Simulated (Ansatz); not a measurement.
# Random alloy of the diamond Si-C (dilute carbon) line, x = 0.0156 (64 atoms), relaxed: mesh and functional compared

Which bonds does the relaxation leave, and how do the Kohn-Sham gap, forces and pressure change with k-mesh and functional?

Calculated with Ansatz 0.2.0: Kohn-Sham DFT, PBE, PAW (set soft_2), plane waves; cutoff 420 eV, k-mesh 2×2×2, fermi-dirac smearing of 0.025 eV.

**The cell**

The cell holds 64 atoms: 63 Si and 1 C. Its edges and angles: a = 10.877 Å, b = 10.877 Å, c = 10.877 Å, α = 90.0°, β = 90.0°, γ = 90.0°. It derives from Si (diamond Si-C (dilute carbon)) and C, repeated 2×2×2. Diamond Si-C (dilute carbon): 64 atoms, 1 of 64 Si sites given to C at random, cell and internal coordinates interpolated linearly between the end members (Vegard's rule); not relaxed, displaced by a Gaussian of 0.02 Å. Lattice constants are starting values near those of PBE.

Cell and atoms were relaxed with PBE. The walk converged after 4 steps by the program's count, with a largest force component of 0.0296 eV/Å; it began at an r.m.s. force component of 0.45 eV/Å. The edges went from 10.877, 10.877, 10.877 to 10.869, 10.869, 10.870 Å, and the volume from 20.108 to 20.065 Å³ an atom (-0.2 %).

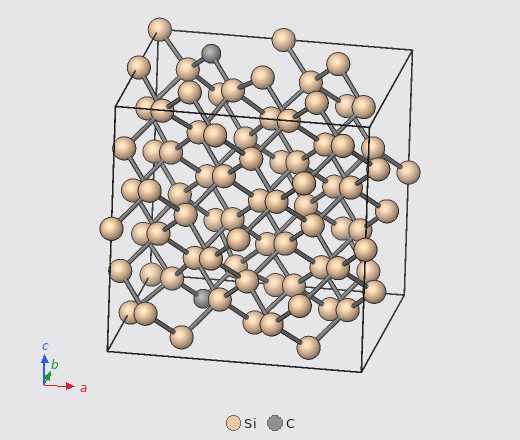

The relaxed cell. Bonds to atoms that aren't drawn are left out. Some periodic images of atoms are drawn too.

The input of the reference single point:

```yaml
crystal:
  lattice:
    - [10.8692, 4.0e-05, -4.0e-05]
    - [4.0e-05, 10.86902, 2.0e-05]
    - [-4.0e-05, 2.0e-05, 10.86996]
  atoms:
    - { symbol: Si, position: [0.00616, 0.99407, 0.00047] }
    - { symbol: Si, position: [0.12497, 0.12488, 0.1252] }
    - { symbol: Si, position: [0.00034, 0.25063, 0.24994] }
    - { symbol: Si, position: [0.12557, 0.37814, 0.37218] }
    [... 58 atom lines left out ...]
    - { symbol: Si, position: [0.75016, 0.75023, 0.50003] }
    - { symbol: Si, position: [0.87808, 0.8749, 0.62801] }
kpoints:
  mp_grid: { grid: [2, 2, 2] }
hamiltonian:
  xc: pbe
scf:
  occupations: { method: fermi_dirac, width: 0.025 }
output:
  forces: true
  stress: true
  populations: true
  dos:
    method: { smearing: { sigma: 0.08 } }
    de: 0.05
    projected: { site_lists: { C: [C], Si: [Si] } }
  eigenvalues: true
  write_density: true
  write_potential: true
  volumetric_format: npy
```

**Bonds after relaxation**

Bonds by pair of elements; cutoffs follow the first minimum of g(r), held within bounds set by covalent radii, and pairs that aren't listed don't count as bonded:

| pair A-B | cutoff (Å) | bonds | mean length (Å) | spread (Å) | shortest (Å) | B about A | A about B |
| --- | --- | --- | --- | --- | --- | --- | --- |
| Si-Si | 2.77 | 124 | 2.37 | 0.02 | 2.35 | 3.94 | 3.94 |
| Si-C | 2.28 | 4 | 2.02 | 0 | 2.02 | 0.063 | 4 |

How many atoms have how many bonded neighbours:

| element | mean | 4 |
| --- | --- | --- |
| C | 4 | 1 |
| Si | 4 | 63 |

**Levels of theory**

Single points at the relaxed geometry:

| functional | k-mesh | Kohn-Sham gap (eV) | pressure (GPa) | r.m.s. force component (eV/Å) | SCF cycles | time |
| --- | --- | --- | --- | --- | --- | --- |
| PBE | 2×2×2 | 0.581 | 0.03 | 0.008 | 7 | 65 s |
| PBE | 1×1×1 | 0.566 | 0.81 | 0.010 | 7 | 6.8 s |
| HSE06 | 1×1×1 | 1.213 | -0.86 | 0.017 | 17 | 95 s |
| r2SCAN | 2×2×2 | 0.767 | -1.33 | 0.013 | 8 | 1.8 min |
| PBEsol | 2×2×2 | 0.480 | -1.82 | 0.013 | 7 | 55 s |

The gap is that between the highest filled and lowest empty Kohn-Sham level on the run's k-points. Cutoffs: 420 eV for PBE, HSE06 and PBEsol; 500 eV for r2SCAN. Times come from shared hosts and are rough.

**Findings**

The Kohn-Sham gap is 0.58 eV with PBE on the 2×2×2 mesh. On the 1×1×1 mesh HSE06 changes the gap by +0.65 eV against PBE. Carrying that shift over to the 2×2×2 mesh gives 0.58 + 0.65 = 1.23 eV, an estimate that takes the shift to be alike at all k-points. On the reference's mesh the gap changes with r2SCAN by +0.19 eV and PBEsol by -0.10 eV. Against the reference the pressure changes with r2SCAN by -1.4 GPa and PBEsol by -1.8 GPa; a negative change means a smaller volume than PBE would take.

Limits: All single points share the geometry relaxed with PBE. One random arrangement of the atoms on their sites. In some runs the program notes that the exchange threshold is loose for the stress, the SCF threshold is loose for the stress and it cut back its work space to fit the memory limit.

[Logs are printed without paths, hosts, clocks, repeated set-up lines and the standing remarks that a program may print on its own settings, such as how far it seeks lower states.]

[Hosts, paths, dates, database ids (printed as entryN), source tags and the programs' standing remarks are cut or masked in the printed files.]
